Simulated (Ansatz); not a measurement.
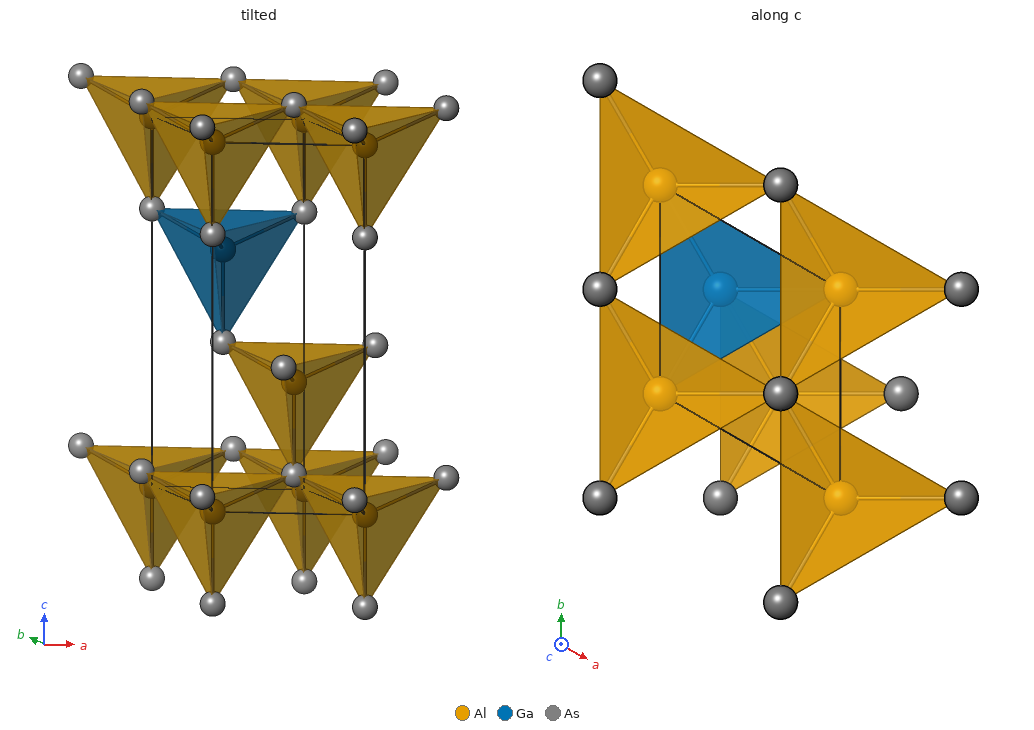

An orthographic polyhedral view of the structure, slightly off an axis and along the c axis. The frame is the conventional unit cell; atoms at its boundary are shown with their periodic copies. Some neighbours outside the box are added. Cell: a = 4.05 Å, b = 4.05 Å, c = 9.93 Å, α = 90.00°, β = 90.00°, γ = 120.00°.

The structure was taken from a structure type filled with these elements by a generator (whether the compound takes this form wasn't checked). Earlier steps of the study may have refined or changed the cell and positions. It went into a calculation with Ansatz.

**Describe the crystal.**

The stoichiometry is Al$_{2}$GaAs$_{3}$. It is primitive hexagonal, space group P3m1 (No. 156). Content of the cell: 2 Al, 1 Ga, 3 As (Z = 1). The polyhedra are AlAs4 tetrahedra and GaAs4 tetrahedra; they share corners. Around each Al lie four As in a tetrahedral arrangement at about 2.5 Å. About every Ga there are four As in a tetrahedral arrangement at about 2.5 Å. As takes three kinds of site: 1a with three Ga and one Al in a tetrahedral arrangement (about 2.5 Å to Ga, 2.5 Å to Al); 1b with three Al and one Ga in a tetrahedral arrangement (about 2.5 Å to Al, 2.5 Å to Ga); 1c with four Al in a tetrahedral arrangement at about 2.5 Å. The bonds build a three-dimensional framework.

Results below were computed with DFT LDA, scalar-relativistic, plane waves, PAW (Ansatz); the settings were E_cut = 420 eV, k-grid 12×12×4, Gaussian smearing of 0.02 eV, no spin polarisation.

**What does the calculation say: metal or gapped?**

A semiconductor at this level, with a gap of 0.75 eV, direct.

**List the Bader charges.**

Al +1.86 e; Ga +0.61 e; As -1.86 to -0.92 e.

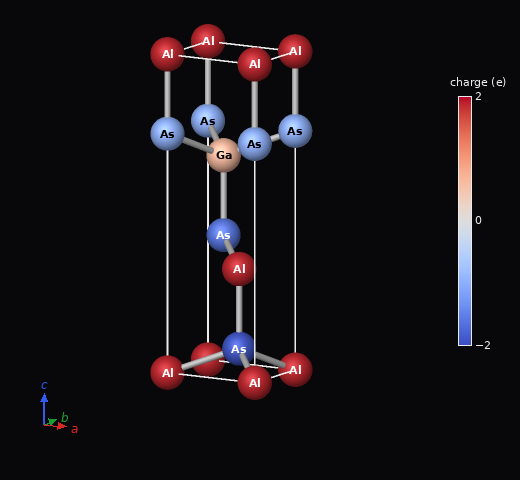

The atoms coloured by those charges. The run's cell of 6 atoms is drawn.

**Can this geometry be taken as optimised?**

No. The largest force is 0.10 eV/Å, on As. The pressure is -3.9 GPa, so the cell would contract.

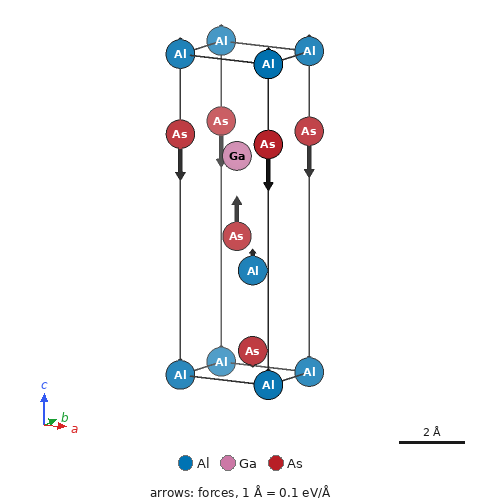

The forces as arrows. The run's cell of 6 atoms is drawn.
